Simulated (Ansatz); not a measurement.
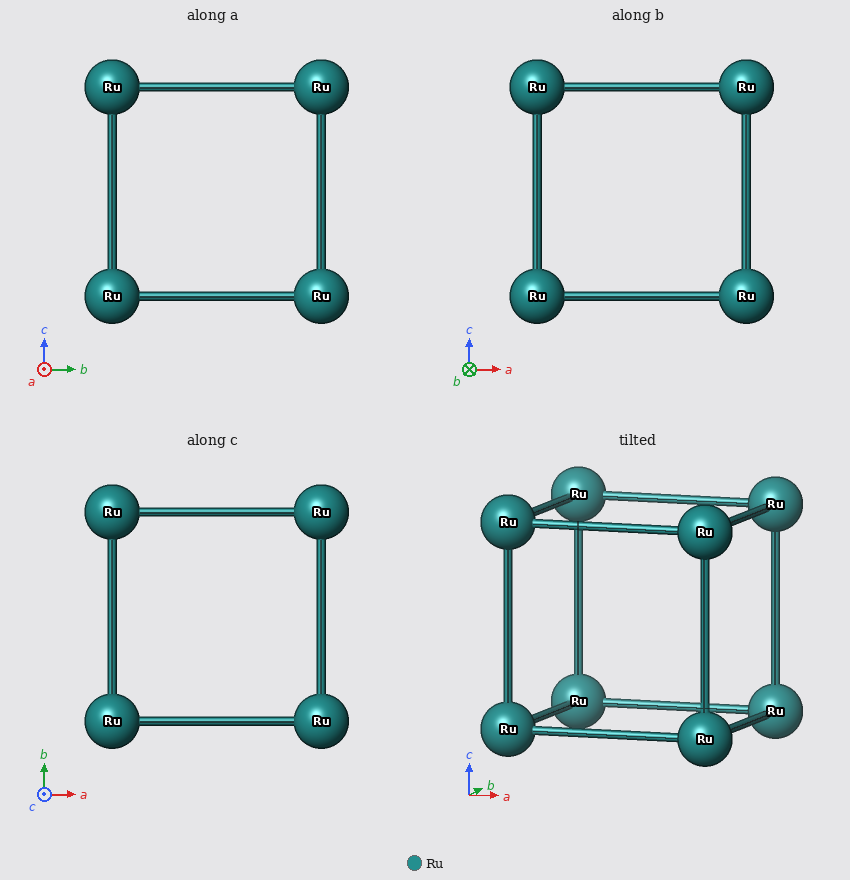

The structure above is drawn in ball-and-stick style and viewed along the a axis, along the b axis, along the c axis and slightly off an axis. The edges of the conventional unit cell are marked.

Lattice parameters: a = 2.5195 Å, b = 2.5195 Å, c = 2.5195 Å, α = 90.000°, β = 90.000°, γ = 90.000°.

Q: Transcribe the picture into a CIF with its space group and independent sites.

A:
```cif
data_structure
_symmetry_space_group_name_H-M 'P m -3 m'
_symmetry_Int_Tables_number 221
_cell_length_a 2.5195
_cell_length_b 2.5195
_cell_length_c 2.5195
_cell_angle_alpha 90.000
_cell_angle_beta 90.000
_cell_angle_gamma 90.000
_cell_volume 15.99
loop_
_atom_site_label
_atom_site_type_symbol
_atom_site_symmetry_multiplicity
_atom_site_Wyckoff_symbol
_atom_site_fract_x
_atom_site_fract_y
_atom_site_fract_z
_atom_site_occupancy
Ru1 Ru 1 a 0.0000 0.0000 0.0000 1
```

Provenance: a structure type filled with this element by a generator (whether the element takes this form wasn't checked). Earlier steps of the study may have refined or changed the cell and positions. It went into a calculation with Ansatz.

At this level of theory the cell isn't at rest (compressed, at 9 GPa), so its distances can differ from those at equilibrium, the more so the softer the solid.
